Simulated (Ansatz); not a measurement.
**Single-point calculation of TaN (part 1 of 4)**

TaN (2 atoms in the cell), computed with DFT r2SCAN+U+J, scalar-relativistic, plane waves, PAW, U = 4 eV, J = 0.9 eV on Ta atom 1 d, spin-polarised (Ansatz 0.2.0).

The structure was built on a prototype by a generator; it need not be a known phase. It belongs to a series of runs on one base structure; here: from atoms, default search. Figures and captions count atoms from 1; the log counts them from 0 in places.

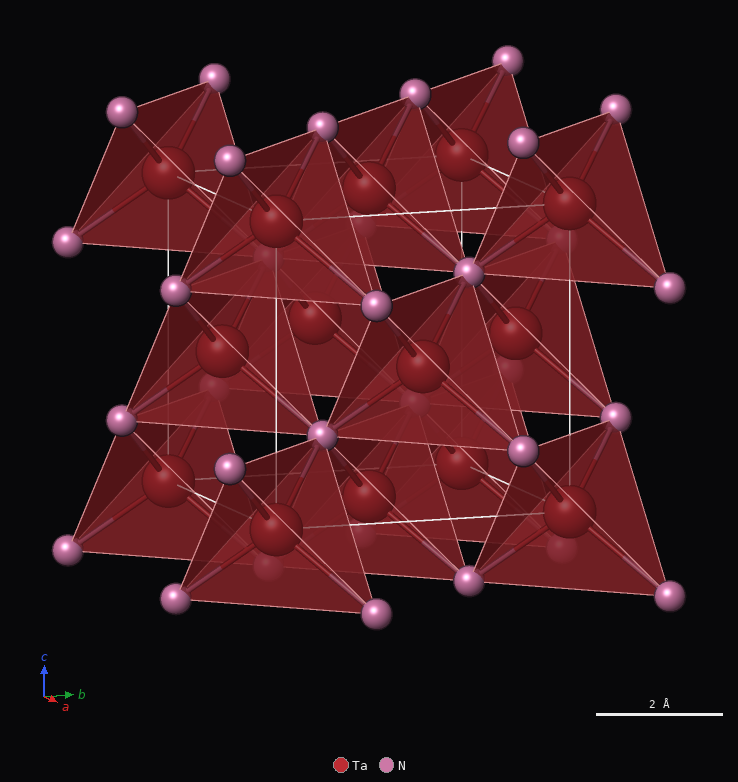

**Figure 1.** The input geometry (polyhedral view of the cell 4 times as large as that of the calculation, set on its symmetry axes, seen slightly off an axis; polyhedra are completed across the faces of the cell).

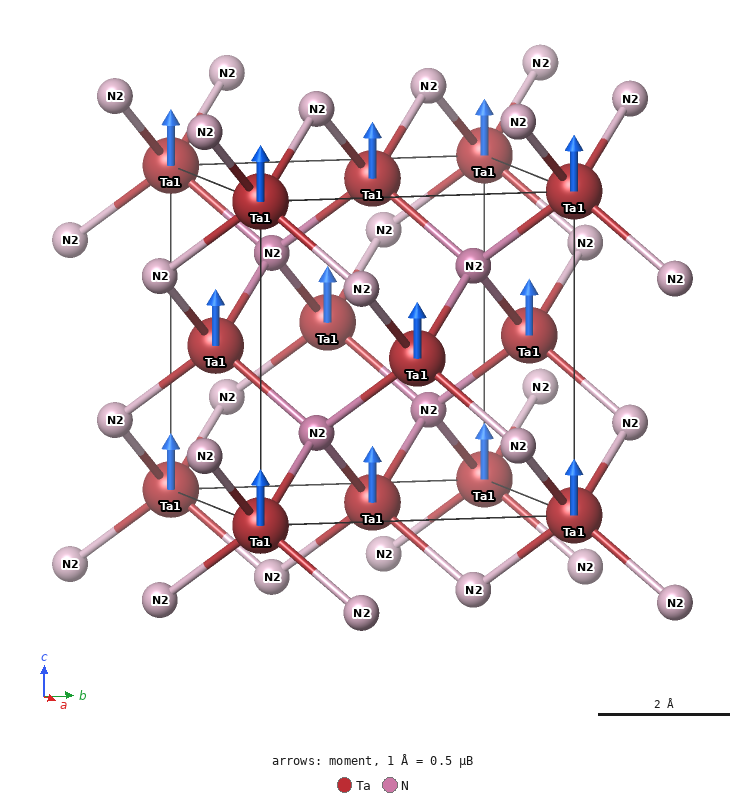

**Figure 2.** Magnetic moments of the sites as blue arrows (ball-and-stick view of the cell 4 times as large as that of the calculation, set on its symmetry axes, seen slightly off an axis; neighbours outside the cell are drawn fainter; atoms are numbered from 1 in the order of the input); small moments hardly show. The run is collinear, so the axis drawn is arbitrary. Site moments: Ta1 (0.44 μB). They are counted near the atoms and needn't add up to the moment of the cell.

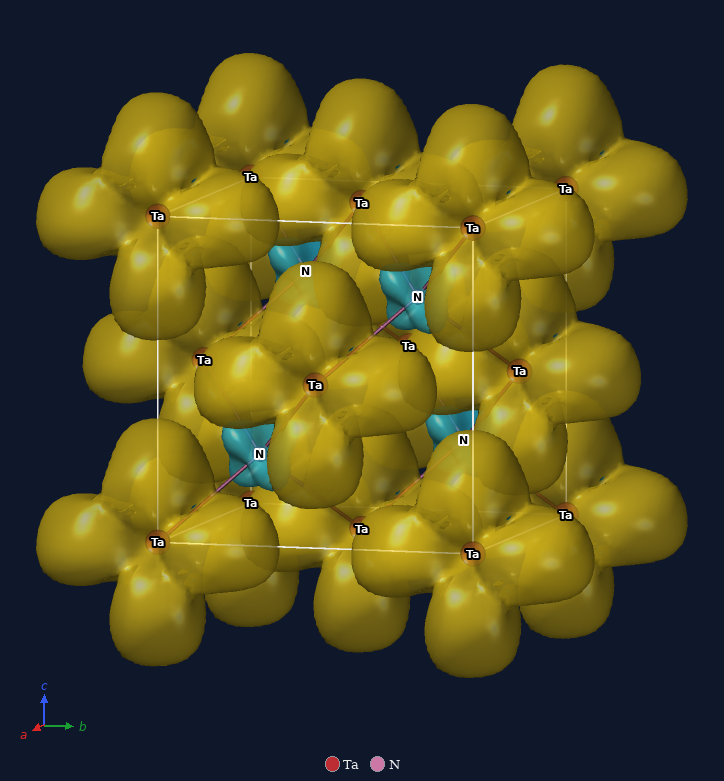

**Figure 3.** Isosurfaces of the spin density (up minus down) at +0.015 (yellow) and −0.015 e/Å³ (cyan), seen slightly off an axis. Sticks mark near contacts. The outline is the cell set on symmetry axes. The cell of the calculation (2 atoms) carries 0.8 μB net. In a PAW calculation such maps are meaningful between the atoms, not at the nuclei.

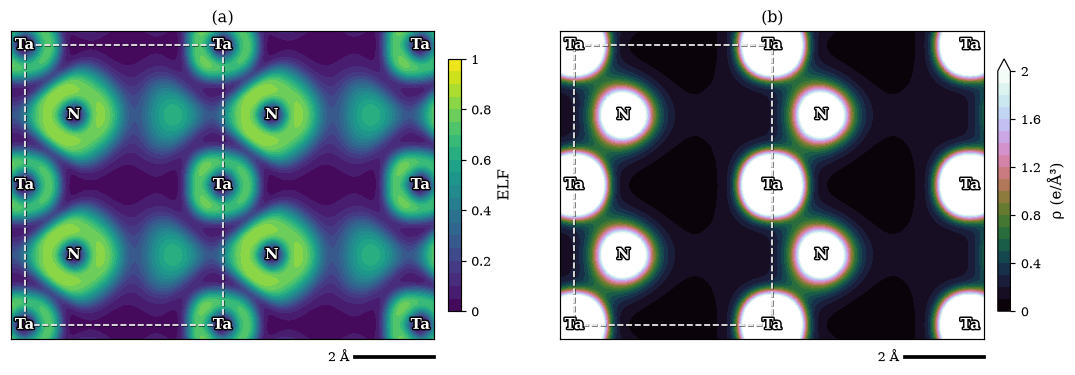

**Figure 4.** (a) electron localisation function; (b) valence pseudo-density on the (011) plane of the conventional cell. Ta–N (2.16 Å): ρ at the midpoint is about 0.65 e/Å³; the ELF is about 0.25 at the midpoint; no shared pair; the contact is polar. Away from the nuclei the density in this plane falls to 0.03 e/Å³ at its lowest. The strong features right at Ta lie inside the PAW spheres (semicore, d or f shells) and say nothing about bonding.

The input that produced these results follows, with the program's output.

Input file:
```yaml
crystal:
  lattice:
    - [0.0, 2.49114377, 2.49114377]
    - [2.49114377, 0.0, 2.49114377]
    - [2.49114377, 2.49114377, 0.0]
  atoms:
    - { symbol: Ta, position: [0.0, 0.0, 0.0], spin: 2.0 }
    - { symbol: "N", position: [0.25, 0.25, 0.25] }
basis:
  ecutwfc: 500
  ecutrho_ratio: 4
kpoints:
  mp_grid: { grid: [7, 7, 7] }
hamiltonian:
  xc: r2scan
  hubbard: { sites: [{ site: 0, l: d, u: 4.0, j: 0.9 }] }
scf:
  occupations: { method: gaussian, width: 0.05 }
output:
  forces: true
  stress: true
  eigenvalues: true
  populations: true
  hubbard: { sites: [{ site: 0, l: d }] }
  write_density: true
  write_potential: true
  elf: true
  volumetric_format: npy
magnetization:
  spin_polarized: true
```

Launch command:
```bash
ansatz run input.yaml --threads 2 --pin off --max-ram 3072MiB --backend cpu --events-out ev --progress --plain --runs-dir out
```

The program's output:
```
Ta: projections on atomic orbitals take those of the free atom [Kr 4d10 4f14] 5s2 5p6 5d3 6s2, of charge +0.00 (hamiltonian.pseudopotentials.projection_atoms); the dataset's partial waves leave at most 6.0e-5 of an orbital's norm unspanned inside its sphere
N: projections on atomic orbitals take those of the free atom [He] 2s2 2p3, of charge +0.00 (hamiltonian.pseudopotentials.projection_atoms); the dataset's partial waves leave at most 9.3e-9 of an orbital's norm unspanned inside its sphere
Engine: ansatz 0.2.0, aarch64-unknown-linux-gnu
Pseudopotentials: kind: paw
Pseudopotential: Ta, paw, valence charge 13, recommended cutoff 500 eV (meta_gga), Ta.paw.azcp
Pseudopotential: N, paw, valence charge 5, recommended cutoff 500 eV (meta_gga), N.paw.azcp
Functional definition: r2SCAN
  parameter k0 = 0.174
  parameter k1 = 0.065
  parameter a1 = 4.9479
  exchange = r2scan_x(k0 = k0, k1 = k1, a1 = a1)
  correlation = r2scan_c
Crystal: 2 atoms, lattice volume = 30.919 Å³
Basis set: ecut = 500 eV, 749 PW (Γ), exchange–correlation on 108×108×108 points (64 copies of the dense FFT grid, shifted against one another)
Bands: 14, of which v1, the nominal top of the filled ones, is band 9 counted from 1 (8 counted from 0)
Symmetry: 24 space group operations
Space group: F-43m (ITA 216), of the structure as read, at distance tolerance 3.1e-5 Å
Magnetic group: BNS 216.74 (UNI 1576), of the structure as read, at distance tolerance 3.1e-5 Å
k-points: 20 of 343 (time reversal used)
Non-local potential: Ta, projectors of the file, l = 0: 3, l = 1: 2, l = 2: 2, l = 3: 1
Non-local potential: N, projectors of the file, l = 0: 2, l = 1: 2, l = 2: 1
PAW form: soft (Blöchl's): semilocal exchange-correlation on the pseudo side does not see the compensation charge
PAW frozen core: Ta, regenerated for the run's functional (the file was generated under x = pbe(κ = 0.804, μ = 0.2195149727645171), c = pbe(β = 0.06672455060314922))
PAW frozen core: N, regenerated for the run's functional (the file was generated under x = pbe(κ = 0.804, μ = 0.2195149727645171), c = pbe(β = 0.06672455060314922))
PAW one-centre angular grid: Ta, 590 points (default); XC on 160 Gauss nodes
PAW one-centre angular grid: N, 302 points (default); XC on 160 Gauss nodes
Initial density: superposition of atomic densities (chi_scale 0.1, normalization cell, long waves kept (reshape's long-wave potential 0.00 eV rms))
Starting moments: Σ|m| = 2 μB on 1 of 2 sites
Initial wavefunctions: pseudopotential atomic-orbital guess
Functional: x = r2scan, c = r2scan; τ floored in thin density (d = 2e-4 eV/Å³)
```
